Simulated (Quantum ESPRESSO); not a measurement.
# Voltage at the next charge: 1T-TiS2, 1 layer against an electrode

Method. Quantum ESPRESSO 7.5, LDA, GBRV ultrasoft; ESM with bc3, a metal electrode 7.14 Å above the top atoms; cell area 10.108 Å²; ions fixed. V is the potential energy of an electron at the electrode over the slab's Fermi level, divided by e, so that it equals the work function at zero charge; positive charge removes electrons.

| charge (e a cell) | V (V) |
| --- | --- |
| 0 | 6.063 |
| 0.0151 | 7.775 |
| 0.0302 | 9.512 |

To predict: What is V at a charge of 0.0604 e, and what capacitance do the rows imply?

**Worked estimate.** The last two rows give dV/dq = (9.512 − 7.775)/(0.0302 − 0.0151) = 115.0 V/e, so C = 1602/(10.108 × 115.0) = 1.38 µF/cm², an effective gap of 8.854/1.38 = 6.43 Å. At constant C, V = 9.512 + 115.0 × 0.0302 = 12.99 V.

What the calculation gave: V = 13.023 V; the estimate misses by −0.04 V, 1.1 % of the step. Over the three intervals C goes 1.40, 1.38 and 1.36 µF/cm².

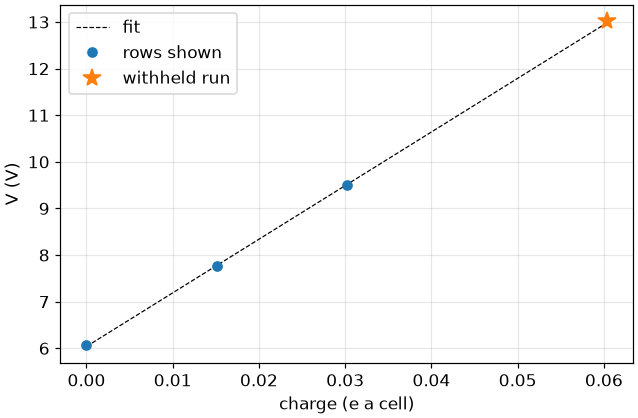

The rows shown, the fit and the withheld run.

Caveats: Vacuum fills the gap; a dielectric or electrolyte would change C. The slab is thin.
